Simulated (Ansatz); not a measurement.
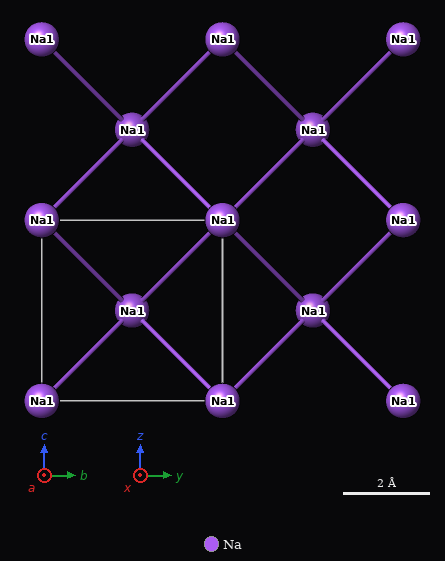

A scan of a crystal of Na (Im-3m): the ratio of the cell's length along z to its lengths across, counted as 1 for the reference, is changed at fixed volume (a tetragonal or Bain path), with the atoms kept at their fractional coordinates. x, y and z are the Cartesian axes of the input. The picture shows the reference cell. Style: ball-and-stick. Shown: the conventional cell (2 times the calculation's cell), repeated 2 × 2 × 2 with one cell outlined, along the a axis. Lengths and directions refer to the drawn axes.

All numbers below come from DFT PBEsol, scalar-relativistic, plane waves, PAW in Ansatz 0.2.0. Set-up: plane-wave cutoff 420 eV; k-point mesh 18 × 18 × 18; occupations gaussian; smearing width 0.15 eV; no spin polarisation. Energies (free energies at the smearing named) are counted from the cell as listed in its source, which wasn't relaxed.

The input:
```yaml
crystal:
  lattice:
    - [-2.1175, 2.1175, 2.1175]
    - [2.1175, -2.1175, 2.1175]
    - [2.1175, 2.1175, -2.1175]
  atoms:
    - { symbol: Na, position: [0.0, 0.0, 0.0] }
basis:
  ecutwfc: 420
kpoints:
  mp_grid: { grid: [18, 18, 18] }
hamiltonian:
  xc: pbesol
scf:
  occupations: { method: gaussian, width: 0.15 }
output:
  forces: true
  stress: true
  eigenvalues: true
```

Predict the energy profile (the relative ratio: 0.707, 0.850, 1.000, 1.200, 1.414).

Answer.
| axial ratio over its reference value | energy change (meV/atom) |
| --- | --- |
| 0.707 | 47.1 |
| 0.850 | 5.6 |
| 1.000 | 0.0 |
| 1.200 | 0.3 |
| 1.414 | −0.5 |

The lowest computed point lies at the relative ratio 1.414 (−0.5 meV/atom). The energy is still falling at the end of the range, so the minimum along this coordinate lies there or beyond. The end points stand at 47.1 meV/atom (0.707) and −0.5 meV/atom (1.414). The distortion takes the space group from Im-3m to I4/mmm. At the relative ratio 1.414 the cell of the drawing goes a 4.235 → 3.773 Å, b 4.235 → 3.773 Å, c 4.235 → 5.335 Å.

The computed profile:

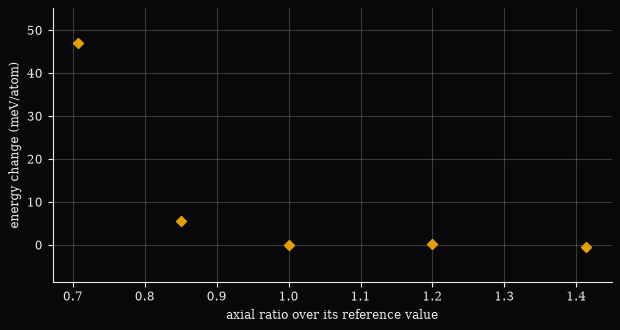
